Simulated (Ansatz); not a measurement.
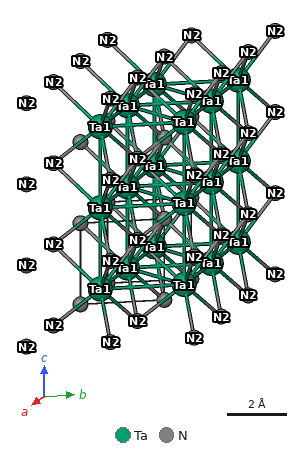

Solid TaN (set up in P-6m2), before the relaxation. Style: ball-and-stick. Shown: the cell of the calculation, repeated 3 × 2 × 3 with one cell outlined, slightly off an axis.

The calculation used Ansatz, DFT PBE, scalar-relativistic, plane waves, PAW.

The input:
```yaml
crystal:
  lattice:
    - [2.938, 0.0, 0.0]
    - [-1.469, 2.5443826363, 0.0]
    - [0.0, 0.0, 2.883]
  atoms:
    - { symbol: Ta, position: [0.3333333333, 0.6666666667, 0.5] }
    - { symbol: "N", position: [0.0, 0.0, 0.0] }
basis:
  ecutwfc: 420
kpoints:
  mp_grid: { grid: [18, 18, 14] }
hamiltonian:
  xc: pbe
scf:
  occupations: { method: gaussian, width: 0.1 }
output:
  forces: true
  stress: true
  eigenvalues: true
relax:
  adjacent_minimum: "off"
  f_tol: 0.01
  max_steps: 80
  cell: { stress_tol: 0.05 }
```

Run as
```bash
ansatz run input.yaml --threads 4 --pin off --max-ram 9216MiB --backend cpu --events-out ev --progress --plain --runs-dir out
```

Predict the outcome.

After 5 accepted moves (7 points after the start) the energy has fallen by 2.1 meV per atom. All forces vanish by symmetry, so only the cell relaxes. Pressure: 4.69 GPa at the start and 0.00 GPa at the end. At 2 points the geometry stayed and the basis and grid were re-selected for the new cell (energy shift of 0.4 meV per atom at most each time). No atom moves by more than 0.005 Å relative to the cell. The drawn cell changes as follows: a = b 2.938 → 2.950 Å (+0.4 %), c 2.883 → 2.898 Å (+0.5 %); the volume changes by +1.3 %. Near-neighbour distances that change, for instance: Ta1–Ta1 2.883 → 2.898 Å, Ta1–Ta1 (another image) 2.938 → 2.950 Å, Ta1–N2 2.226 → 2.236 Å. The space group stays P-6m2 (No. 187). The run took 6.6 s on 4 threads of AMD EPYC 9R45 96-Core Processor (Zen 5) (shared host), peak memory 0.49 GiB.

History of the run:

```csv
step,"E − E(0), meV/atom","pressure, GPa","volume, Å³/atom",note
0,0.00,4.69,10.776,
1,-0.77,-2.41,10.999,
2,-1.55,-0.15,10.921,
3,-1.69,0.06,10.917,
4,-1.69,0.00,10.919,
5,-2.12,0.06,10.919,"same geometry, new basis"
6,-2.12,0.00,10.921,
7,-2.12,0.00,10.921,"same geometry, new basis"
```
